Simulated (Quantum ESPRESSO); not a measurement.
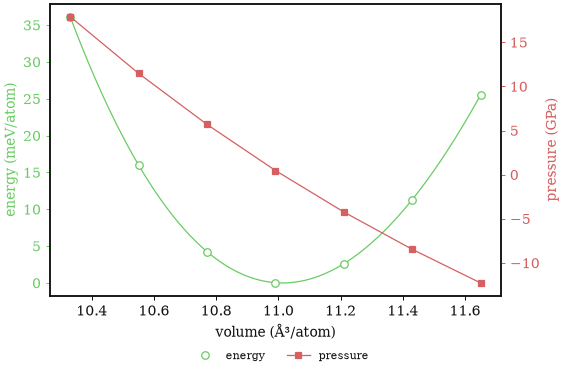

The plot gives the computed energy and pressure against volume for ZrO₂, space group Fm-3m (No. 225).

The given structure:
```xyz
3
Lattice="0.0000 2.5451 2.5451 2.5451 0.0000 2.5451 2.5451 2.5451 0.0000" Properties=species:S:1:pos:R:3 pbc="T T T"
Zr    0.0000    0.0000    0.0000
O     3.8176    3.8176    3.8176
O     1.2725    1.2725    1.2725
```

How it was computed, with Quantum ESPRESSO 7.5: plane-wave DFT, no spin polarisation; energies at scaled volumes of the given cell, shape and fractions fixed, counted from the fit's minimum, third-order Birch-Murnaghan fit. Level: rev-vdW-DF2.

- k mesh: 9×9×9
- occupations: Fermi–Dirac
- smearing width: 0.05 eV
- potentials: PseudoDojo 0.4.1 SR PBE standard
- wave cutoff: 1143 eV
- density cutoff: 4572 eV

What equilibrium volume and bulk modulus follow from the curve?

A third-order Birch–Murnaghan fit gives V0 = 11.01 Å³/atom, B0 = 245 GPa and B′ = 4.2.

What does the pressure do across the range?

It falls from 17.89 GPa at volume 10.33 Å³/atom to −12.27 GPa at 11.65 Å³/atom, and changes sign near 11.01 Å³/atom.

Caveats: potentials made for another functional.

The computed values:

| volume (Å³/atom) | energy (meV/atom) | pressure (GPa) |
| --- | --- | --- |
| 10.33 | 36.13 | 17.89 |
| 10.55 | 16.01 | 11.47 |
| 10.77 | 4.25 | 5.69 |
| 10.99 | 0.04 | 0.47 |
| 11.21 | 2.61 | −4.23 |
| 11.43 | 11.29 | −8.46 |
| 11.65 | 25.49 | −12.27 |
